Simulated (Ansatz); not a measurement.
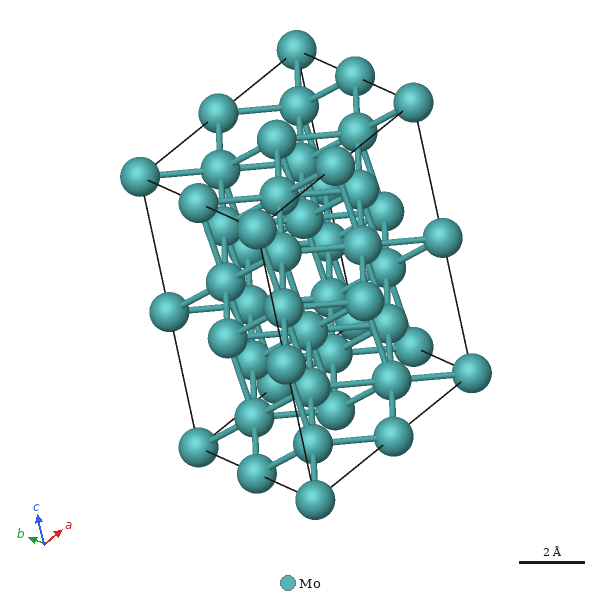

This ball-and-stick model is shown slightly off an axis. One supercell is framed, with atoms on its boundary repeated. The host is Mo, in a cell of 32 sites, and the cell is neutral.

**What defect is present?**

A molybdenum vacancy. Around the empty site lie 14 Mo at about 2.7 to 3.1 Å.

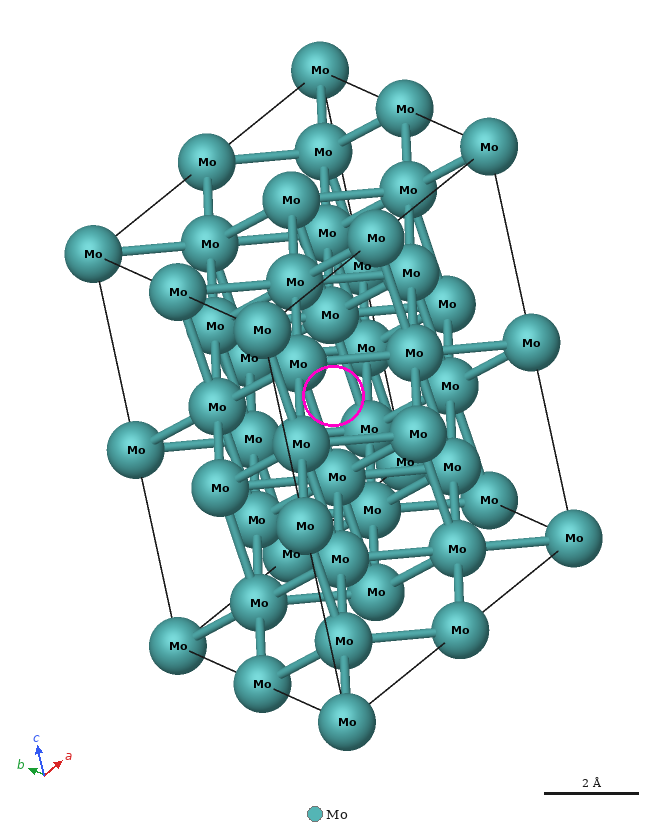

The same cell with a ring at the defect's site.

The atoms were relaxed in the host's cell with Ansatz 0.2.0, DFT PBE, scalar-relativistic, plane waves, PAW.
